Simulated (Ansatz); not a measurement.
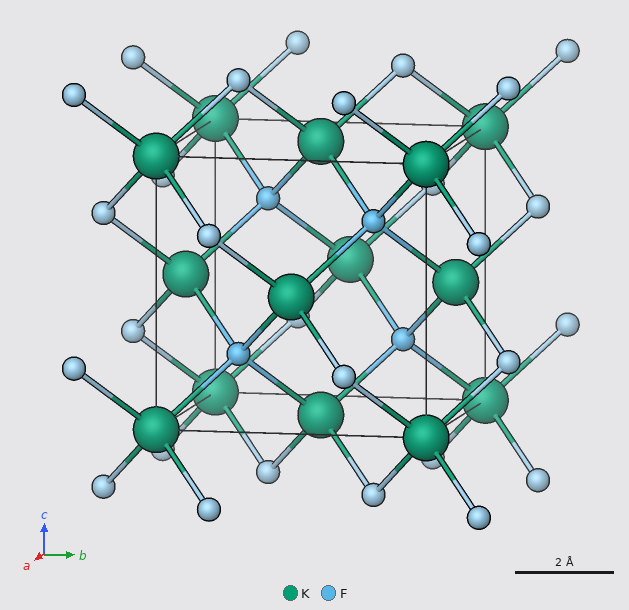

Ball-and-stick drawing of the structure, looking slightly off an axis. The wireframe shows the conventional unit cell. Neighbours across the faces are drawn wherever a bond reaches them, in fainter colours.

KF, zinc blende (sphalerite type), space group F-43m (No. 216), a = 5.691 Å, b = 5.691 Å, c = 5.691 Å, α = 90.00°, β = 90.00°, γ = 90.00°. Its origin is a structure type filled with these elements by a generator (whether the compound takes this form wasn't checked). The cell was then strained or its atoms displaced on purpose. It was run through Ansatz as a DFT input.

This one geometry was computed with Ansatz (DFT, plane waves, PAW) at three levels of theory: r2SCAN, PBE and HSE06. It was relaxed with r2SCAN and then strained.

How does the band gap change with the level of theory?

Answer. PBE: a gap of 5.43 eV, indirect; r2SCAN: a gap of 5.98 eV, indirect; HSE06: a gap of 7.32 eV, indirect.

Collect the results in a table.

Answer.
| level | cutoff (eV) | k-mesh of the run's cell | gap (eV) | pressure (GPa) |
| --- | --- | --- | --- | --- |
| r2SCAN | 500 | 8×8×8 | 5.98 | 2.7 |
| PBE | 420 | 8×8×8 | 5.43 | 3.7 |
| HSE06 | 420 | 6×6×6 | 7.32 | 3.2 |

Gaps are taken on the k-mesh or band path of each run.
